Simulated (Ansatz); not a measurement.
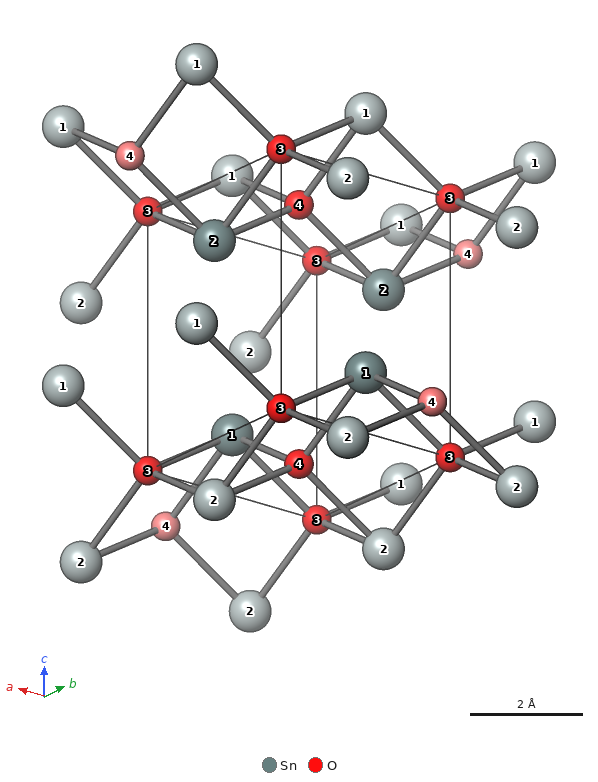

The structure as given in the input (ball-and-stick view of the cell of the calculation, seen at an oblique angle; neighbours outside the cell are drawn fainter; atoms are numbered from 1 in the order of the input). Near neighbours in the crystal (not all of them lie inside the picture): Sn has 4 O at 2.25 Å; O has 4 Sn at 2.25 Å.

# Run report: SnO, geometry relaxation (part 1 of 2)

SnO (P4/nmm, 4 atoms in the cell), computed with DFT r2SCAN, scalar-relativistic, plane waves, PAW, no spin polarisation (Ansatz 0.2.0).

The structure derives from an entry of the Crystallography Open Database. Figures and captions count atoms from 1; the log counts them from 0 in places.

Output
```
Engine: ansatz 0.2.0, aarch64-unknown-linux-gnu
Pseudopotentials: kind: paw
Pseudopotential: Sn, paw, valence charge 14, recommended cutoff 500 eV (meta_gga), Sn.paw.azcp
Pseudopotential: O, paw, valence charge 6, recommended cutoff 500 eV (meta_gga), O.paw.azcp
Functional definition: r2SCAN
  parameter k0 = 0.174
  parameter k1 = 0.065
  parameter a1 = 4.9479
  exchange = r2scan_x(k0 = k0, k1 = k1, a1 = a1)
  correlation = r2scan_c
Crystal: 4 atoms, lattice volume = 73.674 Å³
Basis set: ecut = 500 eV, 1839 PW (Γ), exchange–correlation on 120×120×160 points (64 copies of the dense FFT grid, shifted against one another)
Bands: 24, of which v1, the nominal top of the filled ones, is band 20 counted from 1 (19 counted from 0)
Symmetry: 16 space group operations
Space group: P4/nmm (ITA 129), of the structure as read, at distance tolerance 4.2e-5 Å
k-points: 105 of 800
Non-local potential: Sn, projectors of the file, l = 0: 2, l = 1: 2, l = 2: 2, l = 3: 2
Non-local potential: O, projectors of the file, l = 0: 2, l = 1: 2, l = 2: 1
PAW form: soft (Blöchl's): semilocal exchange-correlation on the pseudo side does not see the compensation charge
PAW frozen core: Sn, regenerated for the run's functional (the file was generated under x = pbe(κ = 0.804, μ = 0.2195149727645171), c = pbe(β = 0.06672455060314922))
PAW frozen core: O, regenerated for the run's functional (the file was generated under x = pbe(κ = 0.804, μ = 0.2195149727645171), c = pbe(β = 0.06672455060314922))
PAW one-centre angular grid: Sn, 590 points (default); XC on 249 of its mesh's 2787 points in the sphere
PAW one-centre angular grid: O, 302 points (default); XC on 160 Gauss nodes
Initial density: superposition of atomic densities (neutral atoms: chi_scale 0, normalization atom), corrected by the library's trained network
Initial wavefunctions: pseudopotential atomic-orbital guess
Functional: x = r2scan, c = r2scan; τ floored in thin density (d = 2e-4 eV/Å³)
SCF iter   1: F=—  HF=-13214.601000 eV  |F-HF|=—  |Δ(HF+E_count)|=         —  Δρ=8.08e-3  dr2=4.37e-2  dr2_τ=1.06e-1  ethr=1.77e-3  ⟨swp⟩=6.2  Hψ=11805  notcnv=0
preconditioner: auto → Resta (q_TF=auto, 2.464 Å⁻¹)  ε∞=3.1  [insulator: Δε(μ)=0.470 eV  Ē_g=18.899 eV  σ=0.010 eV  W_gap=1.00  n_scr=18 (ndim 8)  ℏωp=27.4 eV  f_vac=0.027  D(μ)=0.00/eV (n_scr^D=0)  ε∞_Penn≈3.1]
SCF iter   2: F=—  HF=-13214.673031 eV  |F-HF|=—  |Δ(HF+E_count)|=   7.20e-2  Δρ=4.83e-3  dr2=9.95e-3  dr2_τ=9.13e-4  ethr=1.09e-4  ⟨swp⟩=2.3  Hψ=4873  notcnv=0
SCF iter   3: F=—  HF=-13214.673400 eV  |F-HF|=—  |Δ(HF+E_count)|=   3.69e-4  Δρ=1.22e-3  dr2=9.76e-4  dr2_τ=1.16e-4  ethr=2.49e-5  ⟨swp⟩=2.8  Hψ=4450  notcnv=0
SCF iter   4: F=—  HF=-13214.673496 eV  |F-HF|=—  |Δ(HF+E_count)|=   9.55e-5  Δρ=3.36e-4  dr2=7.97e-5  dr2_τ=6.18e-6  ethr=2.44e-6  ⟨swp⟩=2.0  Hψ=3930  notcnv=0
SCF iter   5: F=—  HF=-13214.673501 eV  |F-HF|=—  |Δ(HF+E_count)|=   5.89e-6  Δρ=1.30e-4  dr2=1.30e-5  dr2_τ=8.50e-7  ethr=1.99e-7  ⟨swp⟩=2.0  Hψ=3448  notcnv=0
SCF iter   6: F=—  HF=-13214.673502 eV  |F-HF|=—  |Δ(HF+E_count)|=   5.59e-7  Δρ=3.63e-5  dr2=1.03e-6  dr2_τ=2.72e-8  ethr=3.25e-8  ⟨swp⟩=2.0  Hψ=3359  notcnv=0
SCF iter   7: F=-13214.673502 eV  HF=-13214.673502 eV  |F-HF|=1.51e-8  |Δ(HF+E_count)|=   1.54e-7  Δρ=8.33e-6  dr2=5.02e-8  dr2_τ=1.68e-9  ethr=2.50e-10  ⟨swp⟩=7.8  Hψ=17771  notcnv=0
SCF 1 converged in 7 iterations: F = -13214.673502 eV  dr2 = 5.02e-8
  greatest PAW one-centre occupation: 0.994 electrons in one spin orbital (limit 2), on the Sn atom at site 1 (counted from 0), in its partial waves of l = 2
relax step   1: F+E_penalty+E_count = -13214.67350218 eV  Δ(F+E_penalty+E_count) = +0.000e0 eV  max|allowed force component| = 4.092e-1 eV/Å  Δτ_max = 0.0000 Å  P = -2.708 GPa  Ω = 73.674 Å³  fix = [volume]  reactions: volume -2.708 GPa  (7 SCF iters, dr2 threshold 1.00e-7 eV, accepted)
Basis set: ecut = 500 eV, 1859 PW (Γ), exchange–correlation on 120×120×160 points (64 copies of the dense FFT grid, shifted against one another)
Initial density: handed on by an earlier stage of this run
Initial wavefunctions: those handed on with the density
iter 1 solved again at ethr=2.12e-5 eV; its pass at ethr=3.10e-3 eV (dr2=8.48e-3 eV) is discarded
SCF iter   1: F=—  HF=-13214.635875 eV  |F-HF|=—  |Δ(HF+E_count)|=         —  Δρ=4.19e-3  dr2=8.41e-3  dr2_τ=4.06e-2  ethr=2.12e-5  ⟨swp⟩=2.0  Hψ=15612  notcnv=0
preconditioner: auto → Resta (q_TF=auto, 2.464 Å⁻¹)  ε∞=3.1  [insulator: Δε(μ)=0.712 eV  Ē_g=19.053 eV  σ=0.010 eV  W_gap=1.00  n_scr=18 (ndim 8)  ℏωp=27.4 eV  f_vac=0.028  D(μ)=0.00/eV (n_scr^D=0)  ε∞_Penn≈3.1]
SCF iter   2: F=—  HF=-13214.681715 eV  |F-HF|=—  |Δ(HF+E_count)|=   4.58e-2  Δρ=2.23e-3  dr2=3.03e-3  dr2_τ=9.45e-5  ethr=2.10e-5  ⟨swp⟩=3.3  Hψ=5705  notcnv=0
SCF iter   3: F=—  HF=-13214.681517 eV  |F-HF|=—  |Δ(HF+E_count)|=   1.98e-4  Δρ=7.52e-4  dr2=3.59e-4  dr2_τ=3.52e-5  ethr=7.59e-6  ⟨swp⟩=2.0  Hψ=3693  notcnv=0
SCF iter   4: F=—  HF=-13214.681570 eV  |F-HF|=—  |Δ(HF+E_count)|=   5.32e-5  Δρ=4.48e-4  dr2=1.40e-4  dr2_τ=1.76e-5  ethr=8.98e-7  ⟨swp⟩=3.0  Hψ=5671  notcnv=0
SCF iter   5: F=—  HF=-13214.681547 eV  |F-HF|=—  |Δ(HF+E_count)|=   2.31e-5  Δρ=1.39e-4  dr2=1.06e-5  dr2_τ=7.21e-7  ethr=3.51e-7  ⟨swp⟩=2.0  Hψ=3540  notcnv=0
SCF iter   6: F=-13214.681549 eV  HF=-13214.681549 eV  |F-HF|=5.39e-8  |Δ(HF+E_count)|=   1.93e-6  Δρ=1.83e-5  dr2=3.39e-7  dr2_τ=2.34e-8  ethr=1.00e-9  ⟨swp⟩=8.9  Hψ=19497  notcnv=0
SCF 2 converged in 6 iterations: F = -13214.681549 eV  dr2 = 3.39e-7
relax step   2: F+E_penalty+E_count = -13214.68154909 eV  Δ(F+E_penalty+E_count) = -8.047e-3 eV  max|allowed force component| = 3.253e-1 eV/Å  Δτ_max = 0.0417 Å  P = +0.052 GPa  Ω = 73.674 Å³  energy of the carried Pulay correction = +1.274e-17 eV  fix = [volume]  reactions: volume +0.052 GPa  (6 SCF iters, dr2 threshold 4.00e-7 eV, accepted)
Basis set: ecut = 500 eV, 1867 PW (Γ), exchange–correlation on 120×120×160 points (64 copies of the dense FFT grid, shifted against one another)
iter 1 solved again at ethr=2.98e-6 eV; its pass at ethr=3.10e-3 eV (dr2=1.19e-3 eV) is discarded
SCF iter   1: F=—  HF=-13214.684355 eV  |F-HF|=—  |Δ(HF+E_count)|=         —  Δρ=1.75e-3  dr2=1.25e-3  dr2_τ=5.01e-3  ethr=2.98e-6  ⟨swp⟩=2.2  Hψ=14631  notcnv=0
preconditioner: auto → Resta (q_TF=auto, 2.464 Å⁻¹)  ε∞=3.1  [insulator: Δε(μ)=0.592 eV  Ē_g=18.982 eV  σ=0.010 eV  W_gap=1.00  n_scr=18 (ndim 8)  ℏωp=27.4 eV  f_vac=0.030  D(μ)=0.00/eV (n_scr^D=0)  ε∞_Penn≈3.1]
SCF iter   2: F=—  HF=-13214.688150 eV  |F-HF|=—  |Δ(HF+E_count)|=   3.80e-3  Δρ=9.24e-4  dr2=3.70e-4  dr2_τ=1.82e-5  ethr=2.98e-6  ⟨swp⟩=3.0  Hψ=5364  notcnv=0
SCF iter   3: F=—  HF=-13214.688148 eV  |F-HF|=—  |Δ(HF+E_count)|=   1.63e-6  Δρ=3.65e-4  dr2=8.70e-5  dr2_τ=1.33e-5  ethr=9.26e-7  ⟨swp⟩=2.0  Hψ=3925  notcnv=0
SCF iter   4: F=—  HF=-13214.688139 eV  |F-HF|=—  |Δ(HF+E_count)|=   9.54e-6  Δρ=1.39e-4  dr2=1.17e-5  dr2_τ=2.03e-6  ethr=2.18e-7  ⟨swp⟩=2.0  Hψ=3510  notcnv=0
SCF iter   5: F=—  HF=-13214.688139 eV  |F-HF|=—  |Δ(HF+E_count)|=   1.94e-7  Δρ=3.35e-5  dr2=5.07e-7  dr2_τ=2.88e-8  ethr=2.93e-8  ⟨swp⟩=2.0  Hψ=3496  notcnv=0
SCF iter   6: F=-13214.688139 eV  HF=-13214.688139 eV  |F-HF|=5.09e-9  |Δ(HF+E_count)|=   3.42e-7  Δρ=4.90e-6  dr2=1.86e-8  dr2_τ=1.14e-9  ethr=1.00e-9  ⟨swp⟩=10.2  Hψ=18052  notcnv=0
SCF 3 converged in 6 iterations: F = -13214.688139 eV  dr2 = 1.86e-8
relax step   3: F+E_penalty+E_count = -13214.68813889 eV  Δ(F+E_penalty+E_count) = -6.590e-3 eV  max|allowed force component| = 7.649e-3 eV/Å  Δτ_max = 0.0143 Å  P = -0.734 GPa  Ω = 73.674 Å³  fix = [volume]  reactions: volume -0.734 GPa  (6 SCF iters, dr2 threshold 4.00e-7 eV, accepted)
iter 1 solved again at ethr=7.87e-8 eV; its pass at ethr=3.10e-3 eV (dr2=3.15e-5 eV) is discarded
SCF iter   1: F=—  HF=-13214.688275 eV  |F-HF|=—  |Δ(HF+E_count)|=         —  Δρ=2.85e-4  dr2=3.71e-5  dr2_τ=1.79e-4  ethr=7.87e-8  ⟨swp⟩=3.0  Hψ=15304  notcnv=0
preconditioner: auto → Resta (q_TF=auto, 2.464 Å⁻¹)  ε∞=3.1  [insulator: Δε(μ)=0.585 eV  Ē_g=18.993 eV  σ=0.010 eV  W_gap=1.00  n_scr=18 (ndim 8)  ℏωp=27.4 eV  f_vac=0.029  D(μ)=0.00/eV (n_scr^D=0)  ε∞_Penn≈3.1]
SCF iter   2: F=—  HF=-13214.688441 eV  |F-HF|=—  |Δ(HF+E_count)|=   1.66e-4  Δρ=1.59e-4  dr2=1.21e-5  dr2_τ=4.37e-7  ethr=7.87e-8  ⟨swp⟩=2.0  Hψ=4951  notcnv=0
SCF iter   3: F=—  HF=-13214.688446 eV  |F-HF|=—  |Δ(HF+E_count)|=   4.44e-6  Δρ=6.29e-5  dr2=2.50e-6  dr2_τ=3.70e-7  ethr=3.02e-8  ⟨swp⟩=2.8  Hψ=4430  notcnv=0
SCF iter   4: F=—  HF=-13214.688446 eV  |F-HF|=—  |Δ(HF+E_count)|=   2.90e-7  Δρ=2.29e-5  dr2=2.02e-7  dr2_τ=2.17e-8  ethr=6.25e-9  ⟨swp⟩=2.0  Hψ=3539  notcnv=0
SCF iter   5: F=-13214.688446 eV  HF=-13214.688446 eV  |F-HF|=5.74e-9  |Δ(HF+E_count)|=   1.68e-7  Δρ=6.84e-6  dr2=3.24e-8  dr2_τ=2.15e-9  ethr=3.79e-10  ⟨swp⟩=10.2  Hψ=17286  notcnv=0
SCF 4 converged in 5 iterations: F = -13214.688446 eV  dr2 = 3.24e-8
relax step   4: F+E_penalty+E_count = -13214.68844637 eV  Δ(F+E_penalty+E_count) = -3.075e-4 eV  max|allowed force component| = 7.611e-3 eV/Å  Δτ_max = 0.0006 Å  P = -0.619 GPa  Ω = 73.674 Å³  energy of the carried Pulay correction = +6.372e-18 eV  fix = [volume]  reactions: volume -0.619 GPa  (5 SCF iters, dr2 threshold 1.52e-7 eV, accepted)
Initial wavefunctions: pseudopotential atomic-orbital guess (no wavefunctions were taken with the density)
iter 1 solved again at ethr=1.21e-7 eV; its pass at ethr=3.10e-3 eV (dr2=4.85e-5 eV) is discarded
SCF iter   1: F=—  HF=-13214.688395 eV  |F-HF|=—  |Δ(HF+E_count)|=         —  Δρ=8.46e-5  dr2=1.89e-7  dr2_τ=3.79e-7  ethr=1.21e-7  ⟨swp⟩=3.2  Hψ=18373  notcnv=0
preconditioner: auto → Resta (q_TF=auto, 2.464 Å⁻¹)  ε∞=3.1  [insulator: Δε(μ)=0.585 eV  Ē_g=18.992 eV  σ=0.010 eV  W_gap=1.00  n_scr=18 (ndim 8)  ℏωp=27.4 eV  f_vac=0.029  D(μ)=0.00/eV (n_scr^D=0)  ε∞_Penn≈3.1]
SCF iter   2: F=—  HF=-13214.688430 eV  |F-HF|=—  |Δ(HF+E_count)|=   3.53e-5  Δρ=4.28e-5  dr2=5.28e-8  dr2_τ=5.07e-7  ethr=4.71e-10  ⟨swp⟩=2.4  Hψ=4654  notcnv=0
SCF iter   3: F=—  HF=-13214.688439 eV  |F-HF|=—  |Δ(HF+E_count)|=   9.44e-6  Δρ=1.26e-6  dr2=1.12e-9  dr2_τ=7.35e-11  ethr=1.32e-10  ⟨swp⟩=2.0  Hψ=3898  notcnv=0
SCF iter   4: F=—  HF=-13214.688439 eV  |F-HF|=—  |Δ(HF+E_count)|=   1.56e-9  Δρ=1.09e-6  dr2=8.11e-10  dr2_τ=9.17e-11  ethr=1.00e-12  ⟨swp⟩=7.7  Hψ=13279  notcnv=0
SCF iter   5: F=-13214.688439 eV  HF=-13214.688439 eV  |F-HF|=2.87e-10  |Δ(HF+E_count)|=  3.06e-10  Δρ=3.20e-7  dr2=5.03e-11  dr2_τ=1.64e-11  ethr=1.00e-12  ⟨swp⟩=5.6  Hψ=13571  notcnv=0
SCF 5 converged in 5 iterations: F = -13214.688439 eV  dr2 = 5.03e-11
relax step   5: F+E_penalty+E_count = -13214.68843929 eV  Δ(F+E_penalty+E_count) = +7.086e-6 eV  max|allowed force component| = 7.488e-3 eV/Å  Δτ_max = 0.0000 Å  P = -0.618 GPa  Ω = 73.674 Å³  fix = [volume]  reactions: volume -0.618 GPa  stress off target by 3.81e-2 GPa on what of the cell is left free  SCF on the basis re-selected at this cell (its energy is not comparable with the rows above)  (5 SCF iters)
```

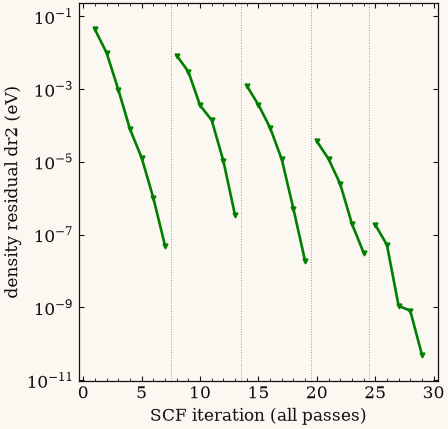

Convergence of the self-consistent field: density residual dr2 against the SCF iteration. The dotted lines part the SCF passes of the relaxation: geometry steps, rejected trials and re-solves on a re-selected basis. The 5 passes take 5 to 7 iterations each, 29 in all.

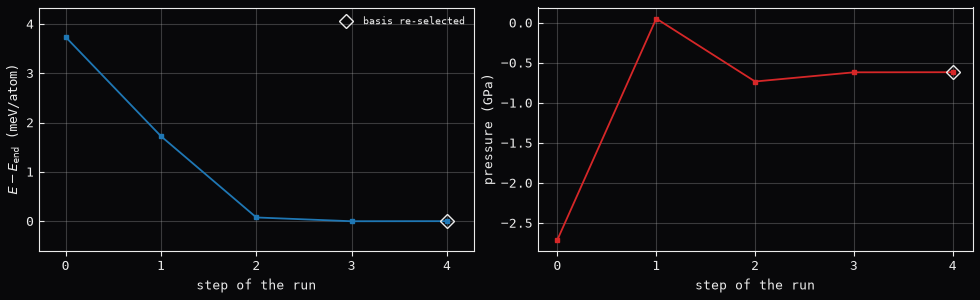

Progress of the relaxation, step by step (the first geometry is step 0 here and step 1 in the log).
